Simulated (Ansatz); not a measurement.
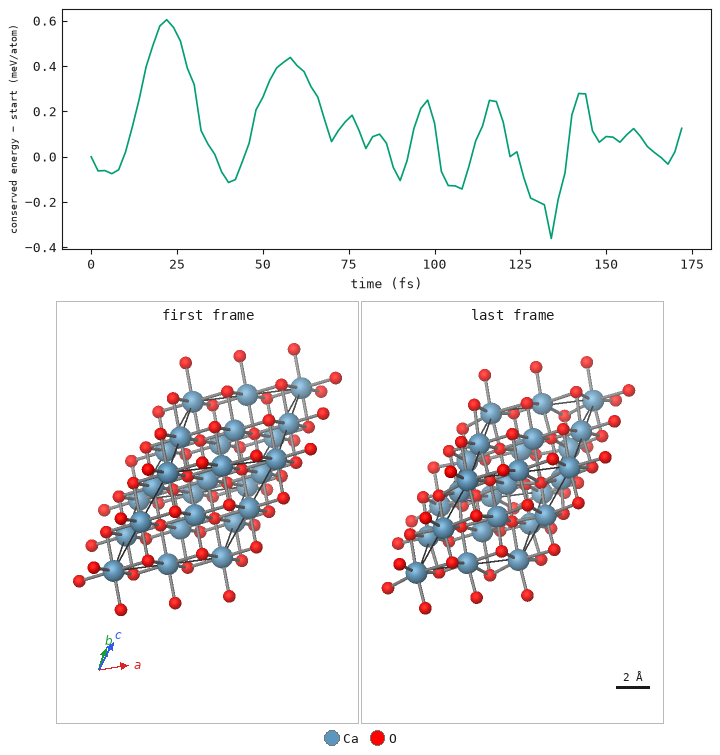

First-principles dynamics of a 16-atom cell of CaO (set up in Fm-3m), 172 fs long. Style: ball-and-stick. Shown: the reduced simulation cell, from a free direction. Bonds to atoms that aren't drawn are left out. Lengths and directions refer to the drawn axes.

All numbers below come from DFT PBE, scalar-relativistic, plane waves, PAW in Ansatz 0.2.0. Settings: plane-wave cutoff 420 eV; k-point mesh 2 × 2 × 2; Fermi-Dirac smearing 0.155 eV; volume 1.06 times that of the relaxed crystal; Langevin thermostat and barostat (NPT); set temperature 1800 K; time step 2 fs; friction 0.005 per fs; target pressure 10 GPa.

Check the integration.

Answer. The conserved quantity stays between −0.36 and 0.61 meV per atom of its start. A straight-line fit has a slope that amounts to −0.23 meV per atom over 172 fs (0.1 % of the mean kinetic energy), and the ripple about it is 0.4 % of the kinetic energy's fluctuation. With a drift under 2 % and a ripple under 7 %, the integration is accurate. The mean temperature in the second half is 1642 K (standard deviation 133 K). The potential energy in the second half lies on average 222 meV per atom above the first frame. The mean pressure there is 22.6 GPa. The volume ends −16.5 % from the start.
